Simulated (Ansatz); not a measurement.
# Geometry relaxation of C₁₃H₄Si₁₂ (part 5 of 5)

Continued. System: C₁₃H₄Si₁₂ (slab, 29 atoms in the cell). Method: DFT PBE+D3(BJ), scalar-relativistic, plane waves, PAW, no spin polarisation (Ansatz 0.2.0); cutoff 420 eV, 3×3×1 k-mesh, Gaussian smearing of 0.05 eV. The structure derives from an entry of the Crystallography Open Database. The input holds or restrains some coordinates. It belongs to a series of runs on one base structure; here: 1 CH4 a cell, upright, over a bridge C-Si site.

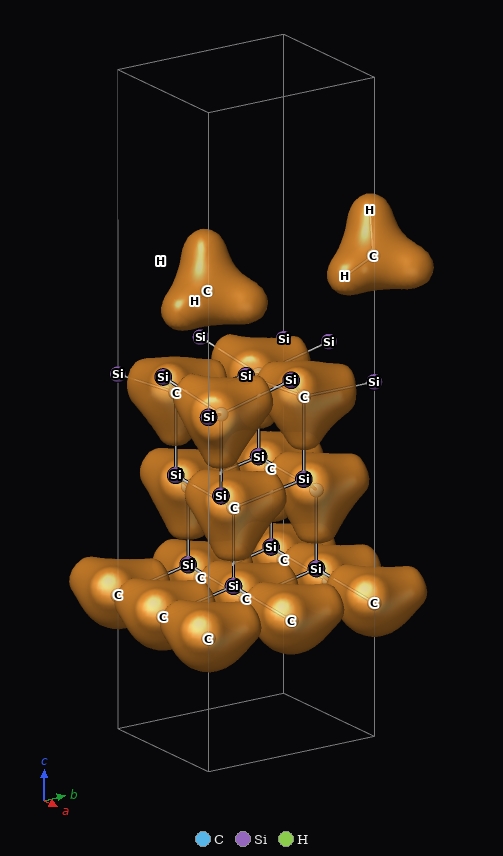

**Figure 1.** Isosurface of the valence charge density (pseudo) at 0.5 e/Å³ (orange), seen slightly off an axis. Sticks mark near contacts. At this value the density breaks into separate islands; it holds about 50 % of the electrons treated as valence. On the grid the lowest density along these lines, outside the cores, is 1.8 e/Å³ (C–H, 1.10 Å), 0.83 e/Å³ (Si–C, 1.80 Å), 0.73 e/Å³ (Si–C, 1.86 Å) and 0.58 e/Å³ (Si–C, 1.96 Å).

Summary

```json
{"quantity": "outcome", "value": "converged under the restraints of the input"}
{"quantity": "electrons treated", "value": "104"}
{"quantity": "free energy", "value": "−10951.5751 eV"}
{"quantity": "work function, top face", "value": "3.87 eV"}
{"quantity": "work function, bottom face", "value": "6.71 eV"}
{"quantity": "Fermi energy", "value": "−0.237 eV"}
{"quantity": "gap on the k-point mesh", "value": "none (metallic)"}
{"quantity": "final volume", "value": "832.78 Å³"}
{"quantity": "work function (upper face)", "value": "3.87 eV"}
{"quantity": "largest force (length of the vector) at the end, held atoms and coordinates included", "value": "3.175 eV/Å"}
{"quantity": "wall time", "value": "11 min (CPU time 21 min)"}
{"quantity": "peak memory", "value": "1.2 GiB"}
```

Notes

The program warns: the exchange-correlation potential is rough where the density is thin.
